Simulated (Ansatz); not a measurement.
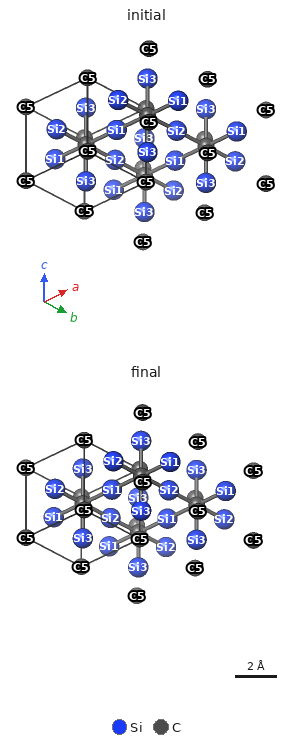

The structure of solid Si3C2 (a generated structure, set up in Pm-3m) (coarse preliminary run) before (top) and after (bottom) a relaxation, at one scale.

The picture is a ball-and-stick view of the cell of the calculation, repeated 2 × 2 × 1 with one cell outlined, seen from a free direction.

These are results of Ansatz 0.2.0, DFT PBE, scalar-relativistic, plane waves, PAW, not measurements.

The input:
```yaml
crystal:
  lattice:
    - [4.23551131, 0.0, 0.0]
    - [0.0, 4.23551131, 0.0]
    - [0.0, 0.0, 4.23551131]
  atoms:
    - { symbol: Si, position: [0.0, 0.5, 0.5] }
    - { symbol: Si, position: [0.5, 0.0, 0.5] }
    - { symbol: Si, position: [0.5, 0.5, 0.0] }
    - { symbol: C, position: [0.5, 0.5, 0.5] }
    - { symbol: C, position: [0.0, 0.0, 0.0] }
basis:
  ecutwfc: 420
kpoints:
  mp_grid: { grid: [4, 4, 4] }
hamiltonian:
  xc: pbe
scf:
  occupations: { method: gaussian, width: 0.1 }
  lower_state_search: "off"
output:
  forces: true
  stress: true
  eigenvalues: true
relax:
  adjacent_minimum: "off"
  f_tol: 0.04
  max_steps: 70
  cell: { stress_tol: 0.4 }
```

Command:
```bash
ansatz run input.yaml --threads 1 --pin off --max-ram 2560MiB --backend cpu --events-out ev --progress --plain --runs-dir out
```

Q: Summarise the run.

A: No atom moves by more than 0.005 Å relative to the cell. The drawn cell changes as follows: a = b = c 4.236 → 4.014 Å (−5.2 %); the volume changes by −14.9 %. Near-neighbour distances that change, for instance: Si1–C4 2.118 → 2.007 Å. The space group stays Pm-3m (No. 221). After 3 accepted moves (4 points after the start) the energy has fallen by 101 meV per atom. All forces vanish by symmetry, so only the cell relaxes. The pressure goes from −12.44 to −0.16 GPa. At 1 point the geometry stayed and the basis and grid were re-selected for the new cell (energy shift of 1.0 meV per atom at most each time).

Limits of the set-up: the k-point mesh is coarse for a cell with partly filled bands.
